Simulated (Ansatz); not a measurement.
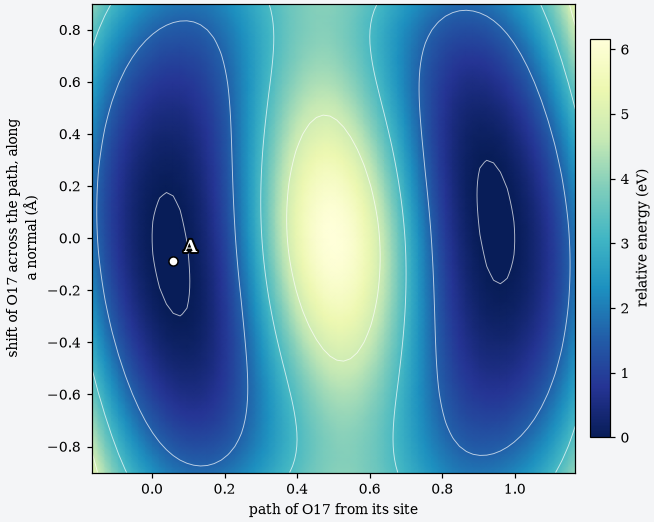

LiNbO₃ (R-3 phase) with one O vacancy (19 atoms in the cell, cell charge +2). An atom moved over a plane that holds its own site and a neighbouring vacancy (x along [1 0 0], y along [0 1 1], z along [0 −2 1] of the conventional cell). First axis: path of O17 from its site (0) to the vacancy (1), 2.591 Å. Second axis: shift of O17 across the path, along a normal. Nothing is relaxed (all other atoms held at the sites of the perfect crystal). Grid: 9 × 7 points; 32 points were computed and 31 follow by symmetry. Points are written as (first, second). All energies are given in eV per cell relative to the lowest grid point. The cell is charged on a uniform background, without a charge correction. Theory: DFT PBEsol, scalar-relativistic, plane waves, PAW (Ansatz 0.2.0). Settings: cutoff 420 eV, k-mesh 4×4×4, gaussian smearing 0.05 eV, no spin polarisation.

Drawn: a smooth colour map with a few white contour lines, the point A. Between grid points the surface is interpolated.

> What is the easiest way out of the well at A, and how high is the barrier?

The easiest path leads from the well at about (0.06, −0.1 Å) to a well of about the same depth at about (0.94, 0.1 Å). Its highest point lies about 4 eV above the bottom of the first well on the interpolated surface, at about (0.55, −0.8 Å). This is the barrier on the constrained surface; relaxing the other coordinates would change it.

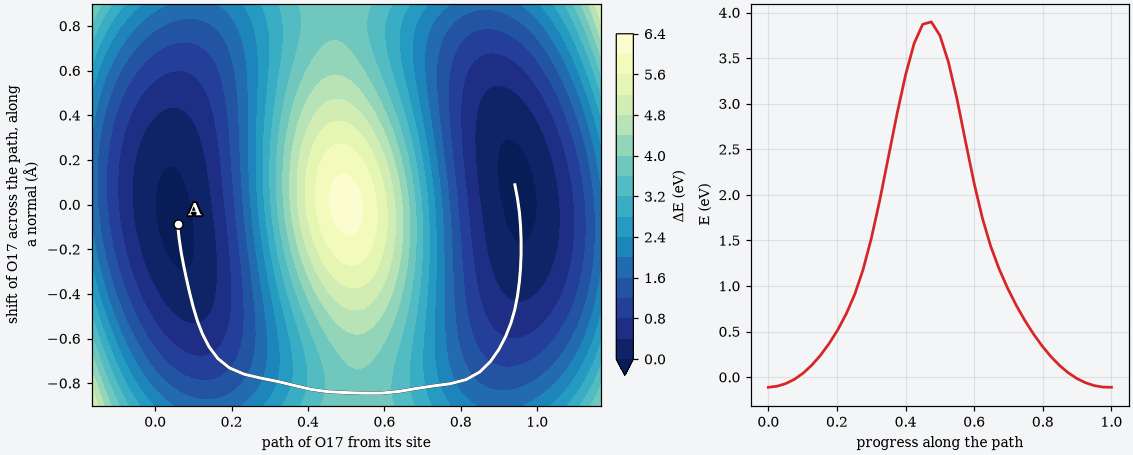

Drawn: filled contours, a line along the lowest path, the energy along the path at the right. Between grid points the surface is interpolated.

PAW datasets: the set soft_1.
